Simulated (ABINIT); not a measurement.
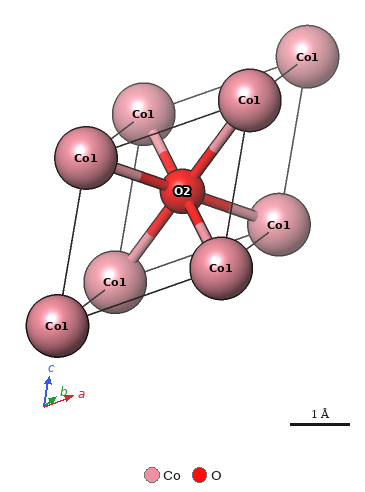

*The structure as given in the input (ball-and-stick view of the cell of the calculation, seen slightly off an axis; atoms are numbered from 1 in the order of the input). An atom can appear more than once, as a periodic image.*

# Run report: CoO, single-point calculation

System: CoO (R-3m, 2 atoms in the cell).
Method: Kohn-Sham DFT of a periodic cell, LDA, JTH PAW LDA v2.0, spin-polarised (ABINIT 10.8.3).

The structure derives from a Materials Project entry.

### Input file
```
# Pseudopotentials
pp_dirpath "./"
pseudos "Co.LDA_PW-JTH.xml, O.LDA_PW-JTH.xml"

# Structure
acell 3*1.0
rprim
     2.8449251281     1.6425182886     4.6107936168
    -2.8449251281     1.6425182886     4.6107936168
     0.0000000000    -3.2850365771     4.6107936168
ntypat 2
znucl 27 8
natom 2
typat 1 2
xcart
     0.0000000000     0.0000000000     0.0000000000
     0.0000000000     0.0000000000     3.6598903593 Angstrom

# Plane-wave basis
ecut 26.0
pawecutdg 48.0

# k points
kptopt 1
ngkpt 5 5 5
nshiftk 1
shiftk 0.0 0.0 0.0

# Exchange and correlation
ixc 7

# Bands and occupations
nband 16
occopt 7
tsmear 0.1 eV

# Spin
nsppol 2
spinat
     0.0000000000     0.0000000000     2.0000000000
     0.0000000000     0.0000000000     0.0000000000

# SCF cycle
nstep 100
tolvrs 1.0e-9

# Output
iomode 3
prtwf 0
prtden 0
prteig 0
prtebands 0
enunit 1
```

Machine: 1 thread of Arm Neoverse V2, 24 GiB of memory available, shared host.

Launched with:
```bash
abinit run.abi > log 2>&1
```

### Output
```
.Version 10.8.3 of ABINIT
 Symmetries : space group R-3 m (#166); Bravais hR (rhombohedral)
================================================================================
 Values of the parameters that define the memory need of the present run
     intxc =       0    ionmov =       0      iscf =      17    lmnmax =      18
     lnmax =       6     mgfft =      27  mpssoang =       3    mqgrid =    3001
     natom =       2  nloc_mem =       2    nspden =       2   nspinor =       1
    nsppol =       2      nsym =      12    n1xccc =       1    ntypat =       2
    occopt =       7   xclevel =       1
       mpw =         831          nfft =       19683          nkpt =          19
 PAW method is used; the additional fine FFT grid is defined by:
   mgfftf=        36    nfftf =     46656
================================================================================
================================================================================

--------------------------------------------------------------------------------
------------- Echo of variables that govern the present computation ------------
--------------------------------------------------------------------------------
 -outvars: echo values of preprocessed input variables --------
            acell      1.0000000000E+00  1.0000000000E+00  1.0000000000E+00 Bohr
              amu      5.89332000E+01  1.59994000E+01
             ecut      2.60000000E+01 Hartree
           enunit           1
              ixc           7
         kptrlatt        5    0    0      0    5    0      0    0    5
          kptrlen      2.83067497E+01
            natom           2
            nband          16
            ngfft          27      27      27
          ngfftdg          36      36      36
             nkpt          19
           nspden           2
           nsppol           2
            nstep         100
             nsym          12
           ntypat           2
           occopt           7
        pawecutdg      4.80000000E+01 Hartree
           prtden           0
        prtebands           0
           prteig           0
            prtwf           0
            rprim      2.8449251281E+00  1.6425182886E+00  4.6107936168E+00
                      -2.8449251281E+00  1.6425182886E+00  4.6107936168E+00
                       0.0000000000E+00 -3.2850365771E+00  4.6107936168E+00
          spgroup         166
           spinat      0.0000000000E+00  0.0000000000E+00  2.0000000000E+00
                       0.0000000000E+00  0.0000000000E+00  0.0000000000E+00
           tolvrs      1.00000000E-09
           tsmear      3.67493222E-03 Hartree
            typat      1  2
           useylm           1
           xangst      0.0000000000E+00  0.0000000000E+00  0.0000000000E+00
                       0.0000000000E+00  2.6458862716E-11  3.6598903568E+00
            xcart      0.0000000000E+00  0.0000000000E+00  0.0000000000E+00
                       0.0000000000E+00  5.0000004137E-11  6.9161904252E+00
             xred      0.0000000000E+00  0.0000000000E+00  0.0000000000E+00
                       5.0000000000E-01  5.0000000000E-01  5.0000000000E-01
            znucl       27.00000    8.00000

================================================================================

 chkinp: Checking input parameters for consistency.

================================================================================
== DATASET  1 ==================================================================

--- !DatasetInfo
iteration_state: {dtset: 1, }
dimensions: {natom: 2, nkpt: 19, mband: 16, nsppol: 2, nspinor: 1, nspden: 2, mpw: 831, }
cutoff_energies: {ecut:  26.0, pawecutdg:  48.0, }
electrons: {nelect:   2.30000000E+01, charge:   0.00000000E+00, occopt:   7.00000000E+00, tsmear:   3.67493222E-03, }
meta: {optdriver: 0, ionmov: 0, optcell: 0, iscf: 17, paral_kgb: 0, }
...

 Exchange-correlation functional for the present dataset will be:
  LDA: Perdew-Wang 92 LSD fit to Ceperley-Alder data - ixc=7
  J.P.Perdew and Y.Wang, PRB 45, 13244 (1992)

 Real(R)+Recip(G) space primitive vectors, cartesian coordinates (Bohr,Bohr^-1):
 R(1)=  2.8449251  1.6425183  4.6107936  G(1)=  0.1757515  0.1014702  0.0722941
 R(2)= -2.8449251  1.6425183  4.6107936  G(2)= -0.1757515  0.1014702  0.0722941
 R(3)=  0.0000000 -3.2850366  4.6107936  G(3)=  0.0000000 -0.2029404  0.0722941
 Unit cell volume ucvol=  1.2927305E+02 bohr^3
 Angles (23,13,12)=  6.03333398E+01  6.03333398E+01  6.03333398E+01 degrees

 Coarse grid specifications (used for wave-functions):

 getcut: wavevector=  0.0000  0.0000  0.0000  ngfft=  27  27  27
         ecut(hartree)=     26.000   => boxcut(ratio)=   2.00301

 Fine grid specifications (used for densities):

 getcut: wavevector=  0.0000  0.0000  0.0000  ngfft=  36  36  36
         ecut(hartree)=     48.000   => boxcut(ratio)=   2.03896

--- Pseudopotential description ------------------------------------------------
- pspini: atom type   1  psp file is ./Co.LDA_PW-JTH.xml
 Pseudopotential format is: paw10
 basis_size (lnmax)=  6 (lmn_size= 18), orbitals=   0   0   1   1   2   2
 Spheres core radius: rc_sph= 2.10903434
 Shapefunction is SIN type: shapef(r)=[sin(pi*r/rshp)/(pi*r/rshp)]**2
 Radius for shape functions =  1.60384542
 Compensation charge density is not taken into account in XC energy/potential

- pspini: atom type   2  psp file is ./O.LDA_PW-JTH.xml
 Pseudopotential format is: paw10
 basis_size (lnmax)=  4 (lmn_size=  8), orbitals=   0   0   1   1
 Spheres core radius: rc_sph= 1.41465230
 Shapefunction is SIN type: shapef(r)=[sin(pi*r/rshp)/(pi*r/rshp)]**2
 Radius for shape functions =  1.20231231
 Compensation charge density is not taken into account in XC energy/potential

   4.40312811E+02                                ecore*ucvol(ha*bohr**3)
--------------------------------------------------------------------------------

================================================================================

--- !BeginCycle
iteration_state: {dtset: 1, }
solver: {iscf: 17, nstep: 100, nline: 4, wfoptalg: 10, }
tolerances: {tolvrs: 1.00E-09, }
...

     iter   Etot(hartree)      deltaE(h)  residm     nres2   difmagsph maxmagsph
 ETOT  1  -159.41529052587    -1.594E+02 1.658E+01 8.417E+01 6.144E-01 6.144E-01
 ETOT  2  -162.70405607061    -3.289E+00 2.628E-01 1.272E+02 2.048E-01 4.096E-01
 ETOT  3  -162.66521276350     3.884E-02 2.786E-01 3.043E+01 1.116E+00 1.526E+00
 ETOT  4  -162.62941555760     3.580E-02 5.994E-02 4.557E+00 4.386E-02 1.500E+00
 ETOT  5  -162.63400189282    -4.586E-03 3.938E-02 3.334E+00 3.689E-01 1.868E+00
 ETOT  6  -162.63688036123    -2.878E-03 4.080E-04 3.243E+00 7.901E-02 1.947E+00
 ETOT  7  -162.63812387703    -1.244E-03 8.113E-04 1.415E+00 1.018E-02 1.958E+00
 ETOT  8  -162.63753744944     5.864E-04 5.984E-04 6.188E-01 5.967E-03 1.956E+00
 ETOT  9  -162.63741606511     1.214E-04 5.664E-04 8.162E-02 5.128E-02 2.007E+00
 ETOT 10  -162.63744124989    -2.518E-05 3.904E-04 4.973E-02 4.042E-02 2.048E+00
 ETOT 11  -162.63749653982    -5.529E-05 5.072E-04 1.792E-02 4.802E-02 2.096E+00
 ETOT 12  -162.63751113588    -1.460E-05 4.464E-04 2.121E-02 1.883E-02 2.115E+00
 ETOT 13  -162.63752525513    -1.412E-05 3.267E-04 2.115E-02 1.964E-02 2.134E+00
 ETOT 14  -162.63750282336     2.243E-05 3.381E-04 2.381E-02 2.928E-02 2.105E+00
 ETOT 15  -162.63763201854    -1.292E-04 1.318E-03 3.625E-02 3.633E-01 2.468E+00
 ETOT 16  -162.63760890300     2.312E-05 3.871E-04 1.105E-02 2.105E-01 2.258E+00
 ETOT 17  -162.63766320861    -5.431E-05 2.528E-04 8.041E-03 1.797E-01 2.438E+00
 ETOT 18  -162.63768161799    -1.841E-05 2.391E-04 1.017E-03 7.256E-03 2.430E+00
 ETOT 19  -162.63767706670     4.551E-06 1.785E-04 2.458E-03 3.942E-02 2.470E+00
 ETOT 20  -162.63767859980    -1.533E-06 8.547E-05 1.285E-03 6.452E-02 2.405E+00
 ETOT 21  -162.63768057623    -1.976E-06 9.532E-05 4.026E-04 1.432E-02 2.420E+00
 ETOT 22  -162.63768160257    -1.026E-06 8.592E-05 2.968E-05 2.032E-02 2.440E+00
 ETOT 23  -162.63768184194    -2.394E-07 1.294E-04 8.187E-06 2.888E-03 2.437E+00
 ETOT 24  -162.63768184956    -7.620E-09 5.868E-05 4.941E-06 2.176E-05 2.437E+00
 ETOT 25  -162.63768184996    -4.019E-10 1.064E-04 5.014E-06 1.629E-04 2.437E+00
 ETOT 26  -162.63768185210    -2.138E-09 5.093E-05 6.432E-06 8.144E-05 2.437E+00
 ETOT 27  -162.63768185201     8.586E-11 7.774E-05 5.417E-06 1.948E-04 2.437E+00
 ETOT 28  -162.63768185157     4.427E-10 4.643E-05 4.336E-06 2.835E-05 2.437E+00
 ETOT 29  -162.63768185097     5.967E-10 6.092E-05 3.200E-06 1.887E-05 2.437E+00
 ETOT 30  -162.63768185030     6.722E-10 4.015E-05 1.929E-06 6.385E-05 2.437E+00
 ETOT 31  -162.63768184920     1.102E-09 5.076E-05 6.080E-09 1.366E-04 2.437E+00
 ETOT 32  -162.63768184924    -3.990E-11 3.247E-05 1.123E-08 1.540E-05 2.437E+00
 ETOT 33  -162.63768184924     4.320E-12 4.078E-05 1.513E-08 3.071E-06 2.437E+00
 ETOT 34  -162.63768184925    -1.862E-11 2.597E-05 1.487E-08 3.175E-05 2.437E+00
 ETOT 35  -162.63768184925     5.116E-12 3.250E-05 1.777E-08 8.743E-05 2.437E+00
 ETOT 36  -162.63768184925     8.242E-13 2.060E-05 1.408E-08 4.953E-06 2.437E+00
 ETOT 37  -162.63768184925     1.705E-12 2.572E-05 1.150E-08 4.986E-06 2.437E+00
 ETOT 38  -162.63768184925     9.663E-13 1.623E-05 9.696E-09 3.119E-06 2.437E+00
 ETOT 39  -162.63768184925    -1.194E-12 2.024E-05 1.664E-10 3.789E-05 2.437E+00

 At SCF step   39       nres2   =  1.66E-10 < tolvrs=  1.00E-09 =>converged.

 Cartesian components of stress tensor (hartree/bohr^3)
  sigma(1 1)=  6.36405038E-04  sigma(3 2)= -1.95081287E-13
  sigma(2 2)=  6.36405037E-04  sigma(3 1)=  0.00000000E+00
  sigma(3 3)=  6.50050091E-04  sigma(2 1)=  0.00000000E+00

--- !ResultsGS
iteration_state: {dtset: 1, }
comment   : Summary of ground state results
lattice_vectors:
- [  2.8449251,   1.6425183,   4.6107936, ]
- [ -2.8449251,   1.6425183,   4.6107936, ]
- [  0.0000000,  -3.2850366,   4.6107936, ]
lattice_lengths: [   5.66135,    5.66135,    5.66135, ]
lattice_angles: [ 60.333,  60.333,  60.333, ] # degrees, (23, 13, 12)
lattice_volume:   1.2927305E+02
convergence: {deltae: -1.194E-12, res2:  1.664E-10, residm:  2.024E-05, diffor: null, }
etotal    :  -1.62637682E+02
entropy   :   0.00000000E+00
fermie    :   3.78860475E-01
cartesian_stress_tensor: # hartree/bohr^3
- [  6.36405038E-04,   0.00000000E+00,   0.00000000E+00, ]
- [  0.00000000E+00,   6.36405037E-04,  -1.95081287E-13, ]
- [  0.00000000E+00,  -1.95081287E-13,   6.50050091E-04, ]
pressure_GPa:  -1.8857E+01
xred      :
- [  0.0000E+00,   0.0000E+00,   0.0000E+00, Co]
- [  5.0000E-01,   5.0000E-01,   5.0000E-01,  O]
cartesian_forces: # hartree/bohr
- [ -0.00000000E+00,  -0.00000000E+00,  -0.00000000E+00, ]
- [ -0.00000000E+00,  -0.00000000E+00,  -0.00000000E+00, ]
force_length_stats: {min:   0.00000000E+00, max:   0.00000000E+00, mean:   0.00000000E+00, }
...

 Integrated electronic and magnetization densities in atomic spheres:
 ------------------------------------------------------------------------------------------------------------
 Radius=ratsph(iatom), smearing ratsm=  0.0000. Diff(up-dn)=approximate z local magnetic moment.
    Atom    Radius    up_density   dn_density  Total(up+dn)  Diff(up-dn)
    1 Co   2.10903     8.870702     6.433626     15.304328     2.437077
    2  O   1.41465     2.372073     2.094561      4.466634     0.277513
 ------------------------------------------------------------------------------------------------------------
  Sum:                11.242776     8.528186     19.770962     2.714589
 Total magnetization (from the atomic spheres):                2.714589
 Total magnetization (exact up - dn):                          2.787600

================================================================================

 ----iterations are completed or convergence reached----

 Mean square residual over all n,k,spin=   45.487E-09; max=  20.244E-06
 reduced coordinates (array xred) for    2 atoms
       0.000000000000      0.000000000000      0.000000000000
       0.500000000000      0.500000000000      0.500000000000
 rms dE/dt=  0.0000E+00; max dE/dt=  0.0000E+00; dE/dt below (all hartree)
    1       0.000000000000      0.000000000000      0.000000000000
    2       0.000000000000      0.000000000000      0.000000000000

 cartesian coordinates (angstrom) at end:
    1      0.00000000000000     0.00000000000000     0.00000000000000
    2      0.00000000000000     0.00000000002646     3.65989035679846

 cartesian forces (hartree/bohr) at end:
    1     -0.00000000000000    -0.00000000000000    -0.00000000000000
    2     -0.00000000000000    -0.00000000000000    -0.00000000000000
 frms,max,avg= 0.0000000E+00 0.0000000E+00   0.000E+00  0.000E+00  0.000E+00 h/b

 cartesian forces (eV/Angstrom) at end:
    1     -0.00000000000000    -0.00000000000000    -0.00000000000000
    2     -0.00000000000000    -0.00000000000000    -0.00000000000000
 frms,max,avg= 0.0000000E+00 0.0000000E+00   0.000E+00  0.000E+00  0.000E+00 e/A
 length scales=  1.000000000000  1.000000000000  1.000000000000 bohr
              =  0.529177210544  0.529177210544  0.529177210544 angstroms
 Fermi (or HOMO) energy (eV) =  10.30932   Average Vxc (eV)= -12.46617
 Eigenvalues (   eV  ) for nkpt=  19  k points, SPIN UP:
 kpt#   1, nband= 16, wtk=  0.00800, kpt=  0.0000  0.0000  0.0000 (reduced coord)
 -85.64294  -49.30369  -49.30369  -49.29763   -9.92625    6.90026    6.90026    6.94951
   7.22195    7.22195    7.26109    7.26434    7.26434   11.17346   26.83248   28.09318
 prteigrs : prtvol=0 or 1, do not print more k-points.

 Eigenvalues (   eV  ) for nkpt=  19  k points, SPIN DOWN:
 kpt#   1, nband= 16, wtk=  0.00800, kpt=  0.0000  0.0000  0.0000 (reduced coord)
 -82.86549  -46.60928  -46.60928  -46.60769   -9.42241    7.45980    7.45980    7.51565
   9.19539    9.19539    9.22834    9.88965    9.88965   11.71400   26.90943   28.76245
 prteigrs : prtvol=0 or 1, do not print more k-points.

--- !EnergyTerms
iteration_state     : {dtset: 1, }
comment             : Components of total free energy in Hartree
kinetic             :  1.91983998312562E+01
hartree             :  4.20919971720717E+01
xc                  : -5.93148944388331E+00
Ewald energy        : -1.06671679641478E+02
psp_core            :  3.40606814732446E+00
local_psp           : -1.41162826550711E+02
PAW spherical_terms :  2.64326966926075E+01
internal            : -1.62636833792813E+02
'-kT*entropy'       : -8.49592767225656E-04
total_energy        : -1.62637683385580E+02
total_energy_eV     : -4.42559682075659E+03
...

--- !EnergyTermsDC
iteration_state     : {dtset: 1, }
comment             : '"Double-counting" decomposition of free energy'
band_energy         : -1.41265531000807E+01
Ewald energy        : -1.06671679641478E+02
psp_core            :  3.40606814732446E+00
xc_dc               : -4.02572707106956E+01
PAW spherical_terms : -4.98739695154979E+00
internal            : -1.62636832256480E+02
'-kT*entropy'       : -8.49592767225656E-04
total_energy_dc     : -1.62637681849247E+02
total_energy_dc_eV  : -4.42559677895084E+03
...

--- !EnergyTermsWithPAWCore
iteration_state     : {dtset: 1, }
comment             : 'Components of total free energy, including PAW core contributions'
Total energy        : -1.46589042244555E+03
Total energy DC     : -1.46589042090922E+03
Total energy (eV)   : -3.98889104794502E+04
Total energy DC (eV): -3.98889104376445E+04
...

 Cartesian components of stress tensor (hartree/bohr^3)
  sigma(1 1)=  6.36405038E-04  sigma(3 2)= -1.95081287E-13
  sigma(2 2)=  6.36405037E-04  sigma(3 1)=  0.00000000E+00
  sigma(3 3)=  6.50050091E-04  sigma(2 1)=  0.00000000E+00

-Cartesian components of stress tensor (GPa)         [Pressure= -1.8857E+01 GPa]
- sigma(1 1)=  1.87236827E+01  sigma(3 2)= -5.73948963E-09
- sigma(2 2)=  1.87236826E+01  sigma(3 1)=  0.00000000E+00
- sigma(3 3)=  1.91251340E+01  sigma(2 1)=  0.00000000E+00

== END DATASET(S) ==============================================================
================================================================================

 -outvars: echo values of variables after computation  --------
            acell      1.0000000000E+00  1.0000000000E+00  1.0000000000E+00 Bohr
           etotal     -1.6263768185E+02
            fcart     -0.0000000000E+00 -0.0000000000E+00 -0.0000000000E+00
                      -0.0000000000E+00 -0.0000000000E+00 -0.0000000000E+00
            rprim      2.8449251281E+00  1.6425182886E+00  4.6107936168E+00
                      -2.8449251281E+00  1.6425182886E+00  4.6107936168E+00
                       0.0000000000E+00 -3.2850365771E+00  4.6107936168E+00
           strten      6.3640503832E-04  6.3640503721E-04  6.5005009121E-04
                      -1.9508128742E-13  0.0000000000E+00  0.0000000000E+00
           xangst      0.0000000000E+00  0.0000000000E+00  0.0000000000E+00
                       0.0000000000E+00  2.6458862716E-11  3.6598903568E+00
             xred      0.0000000000E+00  0.0000000000E+00  0.0000000000E+00
                       5.0000000000E-01  5.0000000000E-01  5.0000000000E-01
 Calculation completed.
```

### Summary

```csv
quantity,value
outcome,converged
space group (tolerance 0.01 Å),R-3m (166)
electrons treated,23
free energy,−4425.5968 eV
Fermi energy,10.309 eV
gap on the k-point mesh,none (metallic)
net moment of the cell,2.79 μB
pressure,−18.86 GPa
largest force (length of the vector),under 0.001 eV/Å
wall time,37 s
peak memory,0.09 GiB
```

### Notes

The k-point mesh is coarse for a cell of this size, so the results may not be converged.
